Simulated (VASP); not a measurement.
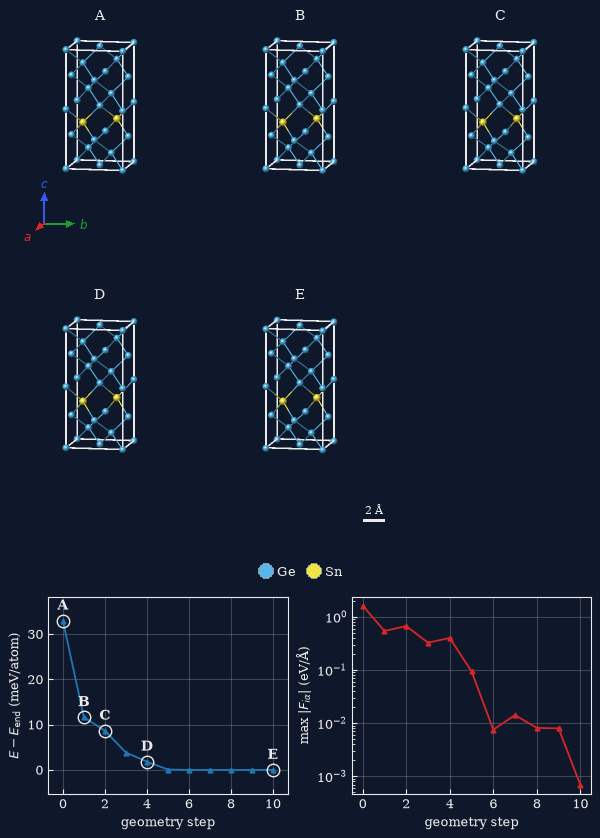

Frames of a relaxation of a crystal of SnGe₇ (a generated structure, set up in P-4m2), marked on the history of the run. The picture is a ball-and-stick view of the cell of the calculation, seen slightly off an axis.

The run lets the atoms move in a fixed cell.

Computed with Kohn-Sham DFT of a periodic cell, PBEsol, VASP PAW PBE potentials, recommended (VASP 6.6.1).

Input
```
SYSTEM = SnGe7
PREC = Accurate ; ENCUT = 400
EDIFF = 1E-7 ; ISMEAR = 0
SIGMA = 0.02 ; LREAL = .False.
LASPH = .True. ; NELM = 100
ALGO = Fast ; ISIF = 2
LWAVE = .False. ; LCHARG = .False.
GGA = PS ; IBRION = 2
NSW = 60 ; EDIFFG = -0.005
```

Launched with:
```bash
cat potpaw_PBE.64/Ge_d/POTCAR potpaw_PBE.64/Sn_d/POTCAR > POTCAR
mpirun -np 1 vasp_std > vasp.out
```

> What happens along the run?

After 10 geometry steps the energy has fallen by 33.0 meV per atom. The largest force component goes from 1.6 to 0.00069 eV/Å. The largest moves, 0.16 Å, are those of Ge atoms. Sn stays in place. The cell doesn't change. Some distances before and after: Ge–Sn 2.493 → 2.593 Å, Ge–Ge 2.493 → 2.464 Å. Among the angles between lasting bonds that change: Sn–Ge–Sn 107.2° → 101.4°, Ge–Sn–Ge 107.2° → 101.4°, Ge–Sn–Ge 110.6° → 113.6°. The space group stays P-4m2 (No. 115). It ran on 1 thread of Intel(R) Xeon(R) Platinum 8488C (Sapphire Rapids) (shared host). From step 0 to 1: Ge atoms move most (0.08 Å), energy −21.3 meV per atom. From step 1 to 2: Ge atoms move most (0.04 Å), energy −3.0 meV per atom. From step 2 to 4: Ge atoms move most (0.08 Å), energy −6.8 meV per atom. From step 4 to 10: Ge atoms move most (0.04 Å), energy −1.8 meV per atom.
